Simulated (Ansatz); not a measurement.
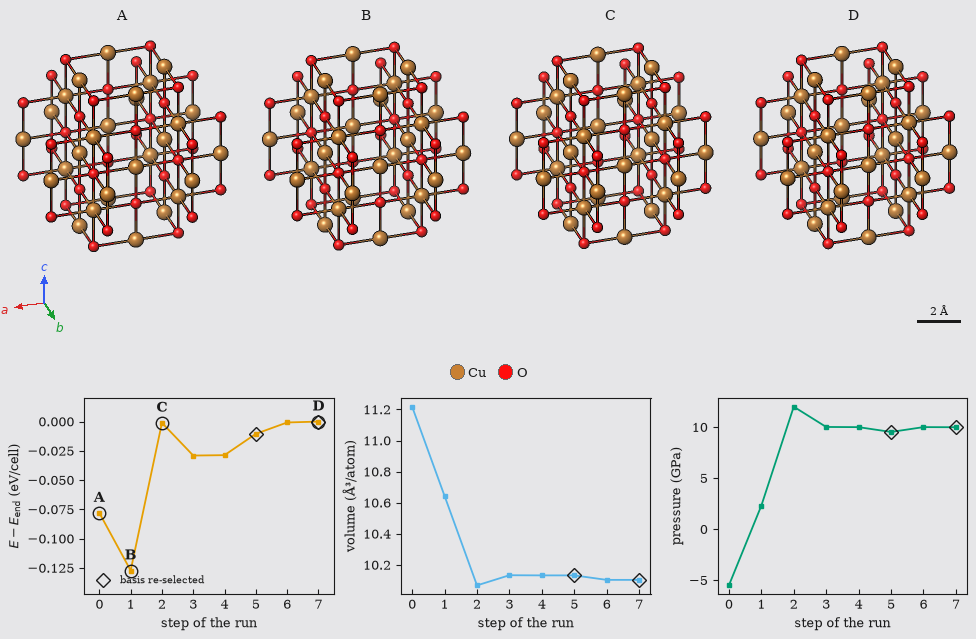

Frames of a relaxation of crystalline CuO (set up in P4/mmm), marked on the history of the run. Style: ball-and-stick. Shown: the cell of the calculation, from a free direction.

The run lets cell and atoms move.

These are results of Ansatz, Kohn-Sham DFT of a periodic cell, PBEsol, Ansatz PAW, not measurements.

The input:
```yaml
crystal:
  lattice:
    - [4.160937, 0.0, 0.0]
    - [0.0, 4.160937, 0.0]
    - [0.0, 0.0, 3.887643]
  atoms:
    - { symbol: Cu, position: [0.5, 0.0, 0.5] }
    - { symbol: Cu, position: [0.0, 0.5, 0.5] }
    - { symbol: Cu, position: [0.0, 0.0, 0.0] }
    - { symbol: O, position: [0.0, 0.0, 0.5] }
    - { symbol: O, position: [0.5, 0.0, 0.0] }
    - { symbol: O, position: [0.0, 0.5, 0.0] }
hamiltonian:
  xc: pbesol
  pseudopotentials: { kind: paw }
kpoints:
  mp_grid: { grid: [7, 7, 7] }
scf:
  occupations: { method: fermi_dirac, width: 0.05 }
output:
  forces: true
  stress: true
  eigenvalues: true
  write_density: true
  write_potential: true
  elf: true
  volumetric_format: npy
relax:
  f_tol: 0.01
  max_steps: 40
  cell: { stress_tol: 0.05, p_target: 10.0 }
```

Launched with:
```bash
ansatz run input.yaml --threads 2 --pin off --max-ram 5632MiB --backend cpu --events-out ev --progress --plain --runs-dir out
```

What happens along the run?

Over 5 accepted moves (7 points after the start) the energy rises by 78.0 meV per cell of the calculation. With the target pressure of 10 GPa, the enthalpy E + pV changes by −0.339 eV per cell of the calculation. All forces vanish by symmetry, so only the cell relaxes. Pressure: −5.50 GPa at the start and 9.99 GPa at the end. At 2 points the geometry stayed and the basis and grid were re-selected for the new cell (energy shift of 18.2 meV per cell of the calculation at most each time). No atom moves by more than 0.005 Å relative to the cell. The drawn cell changes as follows: a = b 4.161 → 3.971 Å (−4.6 %), c 3.888 → 3.845 Å (−1.1 %); the volume changes by −9.9 %. Among the contacts that change: Cu–O 2.080 → 1.985 Å, Cu–O 1.944 → 1.922 Å. The space group stays P4/mmm (No. 123). Cost: 19 s on 2 threads of Intel(R) Xeon(R) 6975P-C (Granite Rapids), with other jobs on the host, peak memory 0.47 GiB. From step 0 to 1: volume −5.1 %, energy −49.1 meV per cell of the calculation. From step 1 to 2: volume −5.4 %, energy +0.126 eV per cell of the calculation. From step 2 to 7: volume +0.4 %, energy +1.1 meV per cell of the calculation.

```
step  E − E(0), meV/atom  pressure, GPa  volume, Å³/atom                      note
   0                0.00          -5.50           11.218                          
   1               -8.19           2.30           10.644                          
   2               12.82          12.00           10.068                          
   3                8.17          10.02           10.134                          
   4                8.22          10.00           10.133                          
   5               11.26           9.53           10.133  same geometry, new basis
   6               12.87          10.00           10.104                          
   7               13.00           9.99           10.104  same geometry, new basis
```

Limits of the set-up: an element that often carries a moment was run without spin polarisation.
